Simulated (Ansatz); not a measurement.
# Run report: ZnO, phonon calculation (part 2 of 2)

The same run, continued: ZnO (P4₂/mnm, 8 atoms in the cell); DFT PBE, scalar-relativistic, plane waves, PAW, no spin polarisation (Ansatz 0.2.0); cutoff 420 eV, 6×6×8 k-mesh, Gaussian smearing of 0.05 eV. The structure derives from a Materials Project entry. It belongs to a series of runs on one base structure; here: zone-centre modes of this cell by finite displacements.

Geometry of the input (Å; fractional positions):
```
5.6085  0.0000  0.0000
0.0000  5.6085  0.0000
0.0000  0.0000  3.2791
Zn 0.1817  0.1817  0.5000
Zn 0.8183  0.8183  0.5000
Zn 0.6817  0.3183  0.0000
Zn 0.3183  0.6817  0.0000
O  0.8184  0.1816  0.5000
O  0.1816  0.8184  0.5000
O  0.6816  0.6816  0.0000
O  0.3184  0.3184  0.0000
```

## What the program printed, continued
```
SCF iter   1: F=—  HF=-15547.203692 eV  |F-HF|=—  |Δ(HF+E_count)|=         —  Δρ=2.05e-3  dr2=2.00e-3  ethr=2.72e-6  ⟨swp⟩=2.0  Hψ=13164  notcnv=0  defer=113
preconditioner: auto → Resta (q_TF=auto, 2.570 Å⁻¹)  ε∞=7.3  [insulator: Δε(μ)=0.760 eV  Ē_g=12.339 eV  σ=0.050 eV  W_gap=1.00  n_scr=38 (ndim 8)  ℏωp=31.0 eV  f_vac=0.077  D(μ)=0.00/eV (n_scr^D=0)  ε∞_Penn≈7.3]
SCF iter   2: F=—  HF=-15547.202935 eV  |F-HF|=—  |Δ(HF+E_count)|=   7.57e-4  Δρ=9.69e-4  dr2=4.51e-4  ethr=2.72e-6  ⟨swp⟩=2.7  Hψ=4608  notcnv=0  defer=113
SCF iter   3: F=—  HF=-15547.202773 eV  |F-HF|=—  |Δ(HF+E_count)|=   1.62e-4  Δρ=2.54e-4  dr2=5.30e-5  ethr=6.26e-7  ⟨swp⟩=2.0  Hψ=4719  notcnv=0  defer=113
SCF iter   4: F=—  HF=-15547.202725 eV  |F-HF|=—  |Δ(HF+E_count)|=   4.83e-5  Δρ=6.65e-5  dr2=8.79e-6  ethr=7.36e-8  ⟨swp⟩=2.0  Hψ=4965  notcnv=0  defer=113
SCF iter   5: F=—  HF=-15547.202726 eV  |F-HF|=—  |Δ(HF+E_count)|=   1.10e-6  Δρ=3.25e-5  dr2=2.30e-6  ethr=1.22e-8  ⟨swp⟩=2.1  Hψ=4557  notcnv=0  defer=113
SCF iter   6: F=—  HF=-15547.202725 eV  |F-HF|=—  |Δ(HF+E_count)|=   1.24e-6  Δρ=2.65e-5  dr2=6.44e-7  ethr=3.20e-9  ⟨swp⟩=2.0  Hψ=4762  notcnv=0  defer=113
SCF iter   7: F=—  HF=-15547.202725 eV  |F-HF|=—  |Δ(HF+E_count)|=   1.70e-7  Δρ=6.55e-6  dr2=5.77e-8  ethr=8.95e-10  ⟨swp⟩=2.0  Hψ=4752  notcnv=0  defer=113
SCF iter   8: F=—  HF=-15547.202725 eV  |F-HF|=—  |Δ(HF+E_count)|=   1.38e-9  Δρ=3.65e-6  dr2=1.38e-8  ethr=8.01e-11  ⟨swp⟩=2.0  Hψ=5022  notcnv=0  defer=113
SCF iter   9: F=—  HF=-15547.202725 eV  |F-HF|=—  |Δ(HF+E_count)|=   1.22e-9  Δρ=8.77e-7  dr2=1.09e-9  ethr=1.92e-11  ⟨swp⟩=2.2  Hψ=4646  notcnv=0  defer=113
SCF iter  10: F=—  HF=-15547.202725 eV  |F-HF|=—  |Δ(HF+E_count)|=  6.95e-10  Δρ=6.88e-7  dr2=3.71e-10  ethr=1.52e-12  ⟨swp⟩=2.0  Hψ=5027  notcnv=0  defer=113
SCF iter  11: F=-15547.202725 eV  HF=-15547.202725 eV  |F-HF|=7.28e-12  |Δ(HF+E_count)|=  6.55e-11  Δρ=1.43e-7  dr2=1.58e-11  ethr=1.00e-12  ⟨swp⟩=2.9  Hψ=11924  notcnv=0
SCF 5 converged in 11 iterations: F = -15547.202725 eV  dr2 = 1.58e-11
  greatest PAW one-centre occupation: 0.987 electrons in one spin orbital (limit 2), on the Zn atom at site 0 (counted from 0), in its partial waves of l = 2
iter 1 solved again at ethr=1.75e-8 eV; its pass at ethr=3.10e-3 eV (dr2=1.26e-5 eV) is discarded
SCF iter   1: F=—  HF=-15547.202725 eV  |F-HF|=—  |Δ(HF+E_count)|=         —  Δρ=2.33e-4  dr2=1.83e-5  ethr=1.75e-8  ⟨swp⟩=2.1  Hψ=11043  notcnv=0  defer=129
preconditioner: auto → Resta (q_TF=auto, 2.570 Å⁻¹)  ε∞=7.3  [insulator: Δε(μ)=0.758 eV  Ē_g=12.342 eV  σ=0.050 eV  W_gap=1.00  n_scr=38 (ndim 8)  ℏωp=31.0 eV  f_vac=0.078  D(μ)=0.00/eV (n_scr^D=0)  ε∞_Penn≈7.3]
SCF iter   2: F=—  HF=-15547.202680 eV  |F-HF|=—  |Δ(HF+E_count)|=   4.50e-5  Δρ=8.14e-5  dr2=1.27e-6  ethr=1.75e-8  ⟨swp⟩=2.0  Hψ=4768  notcnv=0  defer=129
SCF iter   3: F=—  HF=-15547.202679 eV  |F-HF|=—  |Δ(HF+E_count)|=   1.22e-6  Δρ=5.15e-5  dr2=7.85e-7  ethr=1.77e-9  ⟨swp⟩=2.0  Hψ=4765  notcnv=0  defer=129
SCF iter   4: F=—  HF=-15547.202679 eV  |F-HF|=—  |Δ(HF+E_count)|=   8.05e-8  Δρ=7.21e-6  dr2=2.24e-8  ethr=1.09e-9  ⟨swp⟩=2.0  Hψ=4676  notcnv=0  defer=129
SCF iter   5: F=—  HF=-15547.202679 eV  |F-HF|=—  |Δ(HF+E_count)|=   4.05e-8  Δρ=4.47e-6  dr2=1.58e-8  ethr=3.11e-11  ⟨swp⟩=2.0  Hψ=4922  notcnv=0  defer=129
SCF iter   6: F=—  HF=-15547.202679 eV  |F-HF|=—  |Δ(HF+E_count)|=   3.82e-9  Δρ=1.07e-6  dr2=6.74e-10  ethr=2.20e-11  ⟨swp⟩=2.0  Hψ=4873  notcnv=0  defer=129
SCF iter   7: F=—  HF=-15547.202679 eV  |F-HF|=—  |Δ(HF+E_count)|=  2.73e-10  Δρ=3.51e-7  dr2=1.10e-10  ethr=1.00e-12  ⟨swp⟩=4.4  Hψ=10514  notcnv=0
SCF iter   8: F=-15547.202679 eV  HF=-15547.202679 eV  |F-HF|=5.46e-11  |Δ(HF+E_count)|=  3.82e-11  Δρ=2.43e-7  dr2=5.01e-11  ethr=1.00e-12  ⟨swp⟩=4.1  Hψ=10079  notcnv=0
SCF 6 converged in 8 iterations: F = -15547.202679 eV  dr2 = 5.01e-11
Symmetry: 1 space group operations
k-points: 148 of 288 (time reversal used)
iter 1 solved again at ethr=2.98e-6 eV; its pass at ethr=3.10e-3 eV (dr2=2.14e-3 eV) is discarded
SCF iter   1: F=—  HF=-15547.204707 eV  |F-HF|=—  |Δ(HF+E_count)|=         —  Δρ=1.99e-3  dr2=1.98e-3  ethr=2.98e-6  ⟨swp⟩=2.0  Hψ=29660  notcnv=0  defer=257
preconditioner: auto → Resta (q_TF=auto, 2.570 Å⁻¹)  ε∞=7.3  [insulator: Δε(μ)=0.759 eV  Ē_g=12.341 eV  σ=0.050 eV  W_gap=1.00  n_scr=38 (ndim 8)  ℏωp=31.0 eV  f_vac=0.078  D(μ)=0.00/eV (n_scr^D=0)  ε∞_Penn≈7.3]
SCF iter   2: F=—  HF=-15547.203949 eV  |F-HF|=—  |Δ(HF+E_count)|=   7.58e-4  Δρ=9.49e-4  dr2=4.60e-4  ethr=2.76e-6  ⟨swp⟩=2.7  Hψ=10612  notcnv=0  defer=257
SCF iter   3: F=—  HF=-15547.203775 eV  |F-HF|=—  |Δ(HF+E_count)|=   1.74e-4  Δρ=8.03e-5  dr2=1.00e-5  ethr=6.38e-7  ⟨swp⟩=2.0  Hψ=10705  notcnv=0  defer=257
SCF iter   4: F=—  HF=-15547.203737 eV  |F-HF|=—  |Δ(HF+E_count)|=   3.85e-5  Δρ=1.00e-4  dr2=6.57e-6  ethr=1.39e-8  ⟨swp⟩=2.0  Hψ=10932  notcnv=0  defer=257
SCF iter   5: F=—  HF=-15547.203732 eV  |F-HF|=—  |Δ(HF+E_count)|=   4.87e-6  Δρ=1.98e-5  dr2=1.03e-6  ethr=9.12e-9  ⟨swp⟩=2.0  Hψ=10855  notcnv=0  defer=257
SCF iter   6: F=—  HF=-15547.203732 eV  |F-HF|=—  |Δ(HF+E_count)|=   2.41e-8  Δρ=2.57e-5  dr2=7.08e-7  ethr=1.44e-9  ⟨swp⟩=2.0  Hψ=11445  notcnv=0  defer=257
SCF iter   7: F=—  HF=-15547.203732 eV  |F-HF|=—  |Δ(HF+E_count)|=   1.56e-7  Δρ=4.05e-6  dr2=1.54e-8  ethr=9.83e-10  ⟨swp⟩=2.3  Hψ=10834  notcnv=0  defer=257
SCF iter   8: F=—  HF=-15547.203732 eV  |F-HF|=—  |Δ(HF+E_count)|=   4.64e-9  Δρ=1.35e-6  dr2=1.59e-9  ethr=2.14e-11  ⟨swp⟩=2.1  Hψ=11065  notcnv=0  defer=257
SCF iter   9: F=—  HF=-15547.203732 eV  |F-HF|=—  |Δ(HF+E_count)|=   1.33e-9  Δρ=1.05e-6  dr2=8.55e-10  ethr=2.21e-12  ⟨swp⟩=2.0  Hψ=11447  notcnv=0  defer=257
SCF iter  10: F=-15547.203732 eV  HF=-15547.203732 eV  |F-HF|=2.00e-11  |Δ(HF+E_count)|=  8.91e-11  Δρ=2.55e-7  dr2=5.69e-11  ethr=1.00e-12  ⟨swp⟩=3.0  Hψ=28174  notcnv=0
SCF 7 converged in 10 iterations: F = -15547.203732 eV  dr2 = 5.69e-11
SCF converged after 9 iterations
Free energy (F): -15547.205150 eV
Harris-Foulkes:  -15547.205150 eV  (|F-HF|=5.64e-11)
Internal energy: -15547.205150 eV  (E = F + TS)
E sigma→0 (E₀):  -15547.205150 eV
Fermi energy:    6.615453 eV
--- Per-component energies (eV) ---
  E_band       = 64.122523
  E_kinetic    = 1219.885543
  E_local      = -8445.337149  (includes V_loc(G=0)·N_el)
  E_nonlocal   = 2670.386316
  E_hartree    = 3478.221363
  E_xc         = -838.408609
  E_vxc        = -577.609890  (∫ρ·V_xc dr)
  E_paw        = -7961.221626  (= ΣΔE_a)
  E_vpaw       = -1759.653533  (= ΣTr[D̂ρ^β])
  E_aug_tail   = 0.008265  (compensation charges beyond the density's cutoff)
  E_ewald      = -5670.739254
  E_smearing   = -0.000000  (= −TS)
  E_closure    = 0.000000  (closes the sum)
  Σ components = -15547.205150   (vs F -15547.205150, Δ=0.00e0)
--- Forces (eV/Å), atoms counted from 1 ---
  atom   1  Zn    -0.00002849    -0.00002849     0.00000000
  atom   2  Zn     0.00002849     0.00002849    -0.00000000
  atom   3  Zn    -0.00002849     0.00002849     0.00000000
  atom   4  Zn     0.00002849    -0.00002849     0.00000000
  atom   5  O     -0.00001064     0.00001064     0.00000000
  atom   6  O      0.00001064    -0.00001064    -0.00000000
  atom   7  O      0.00001064     0.00001064     0.00000000
  atom   8  O     -0.00001064    -0.00001064    -0.00000000
  max |Σ_I F_I| component: 3.25e-18 eV/Å
--- Band table (eV; the first three rows and the last of 50) ---
  k-point 0: bands = ["-11.5864", "-10.9273", "-10.9273", "-10.8504", "0.1571", "0.3258", "0.4451", "0.6809", "0.6809", "0.8578", "0.8578", "0.9242", "1.2774", "1.4117", "1.4117", "1.5188", "1.5788", "1.6288", "1.6769", "1.8525", "1.8525", "1.9063", "2.0444", "2.0444", "2.1941", "2.6192", "2.8916", "2.8916", "4.0371", "5.0427", "5.4230", "5.4230", "5.8010", "6.0513", "6.0513", "6.2360", "6.9949", "11.3683", "11.3683", "13.1707", "13.4848", "14.6144", "14.8142", "16.3437"]
  k-point 1: bands = ["-11.5288", "-10.8979", "-10.8979", "-10.8466", "0.3040", "0.3263", "0.4510", "0.7423", "0.7423", "0.8474", "0.8474", "0.9442", "1.3138", "1.4293", "1.4293", "1.4944", "1.5482", "1.5715", "1.6539", "1.7939", "1.8471", "1.8471", "2.0497", "2.0497", "2.5583", "2.6064", "2.9204", "2.9204", "3.6271", "4.8737", "5.1024", "5.1024", "5.5506", "5.7332", "5.9567", "5.9567", "7.8297", "11.7875", "11.7875", "13.5118", "13.6806", "14.5012", "14.6856", "16.3264"]
  k-point 2: bands = ["-11.3751", "-10.8489", "-10.8260", "-10.8260", "0.2418", "0.6210", "0.6499", "0.7843", "0.7843", "0.9272", "0.9272", "0.9931", "1.2840", "1.4061", "1.5246", "1.5246", "1.5983", "1.6045", "1.6150", "1.7270", "1.8443", "1.8443", "2.0331", "2.0331", "2.5096", "2.8625", "2.9197", "2.9197", "3.1692", "4.2537", "4.5342", "4.5342", "4.8380", "5.5145", "5.6785", "5.6785", "9.0798", "12.7358", "12.7358", "13.6165", "14.1127", "14.3382", "14.4975", "16.1656"]
  k-point 49: bands = ["-10.9694", "-10.9694", "-10.7388", "-10.7388", "0.3418", "0.3418", "0.4639", "0.4639", "0.9474", "0.9474", "1.0508", "1.0508", "1.1040", "1.1040", "1.1673", "1.1673", "1.8593", "1.8593", "1.8974", "1.8974", "1.9667", "1.9667", "2.0826", "2.0826", "2.4058", "2.4058", "2.7467", "2.7467", "4.1873", "4.1873", "4.8895", "4.8895", "4.9268", "4.9268", "4.9770", "4.9770", "11.7939", "11.7939", "12.0727", "12.0727", "13.9548", "13.9548", "14.6252", "14.6252"]
--- Phonons: 6 displaced members + reference (amplitude 0.02 Å, Σ member SCF iterations 57) ---
  symmetry images taken by strict's conditions (phonons.symmetry_images: auto; settled by no image being taken that strict refuses)
  ASR residual: 7.898e-3 → 0.000e0 eV/Å²; symmetrization residual: 7.923e-3 eV/Å²
  largest component of a force at the reference: 2.8e-5 eV/Å
  ASR residual per site (eV/Å²): 7.90e-3 7.90e-3 7.90e-3 7.90e-3 7.88e-3 7.88e-3 7.88e-3 7.88e-3
  Γ frequencies (cm⁻¹): 0.00 0.00 0.00 52.91 82.39 82.39 127.42 153.25 156.74 204.45 204.45 262.37 275.77 335.41 335.41 410.11 411.54 436.50 436.50 460.80 461.41 461.41 481.15 550.43
  density of states and harmonic sums: on the 11×11×19 q-mesh, interpolated from the force constants of a 1×1×1 supercell (no non-analytic term)
  largest difference from the sums on the solved wave vectors: F 3.36e-1 eV, S 5.95e-4 and C_V 2.58e-4 eV/K
  zero-point energy: 0.423764 eV/cell   skipped modes (ω ≤ 0): 3   left out of the sums: 5.44e-5 of the cell's modes: C_V's classical limit lies that fraction below 3 k_B per atom; for a crystal, a wire or a layer, F and S can be off by more, and a phonons.interpolated_qmesh denser along its periods is the remedy for the sampling
```

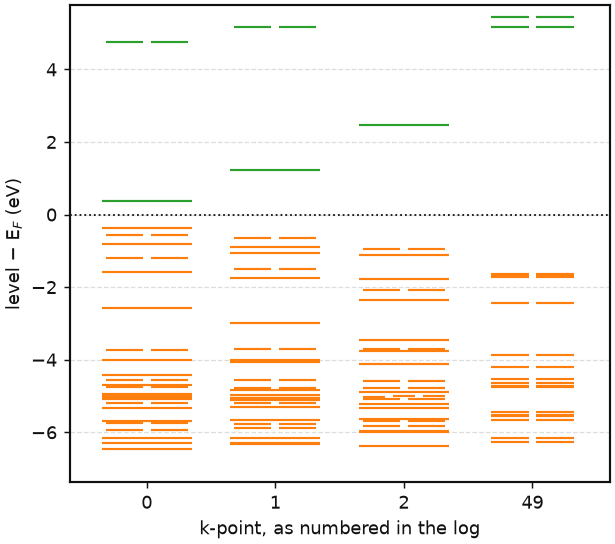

Fig. 1: Kohn–Sham levels near the Fermi level (dotted) at the few k-points that the log prints; levels within 0.02 eV of each other stand side by side. Among these points the highest filled and lowest empty levels are 0.76 eV apart, which is the gap on the mesh.
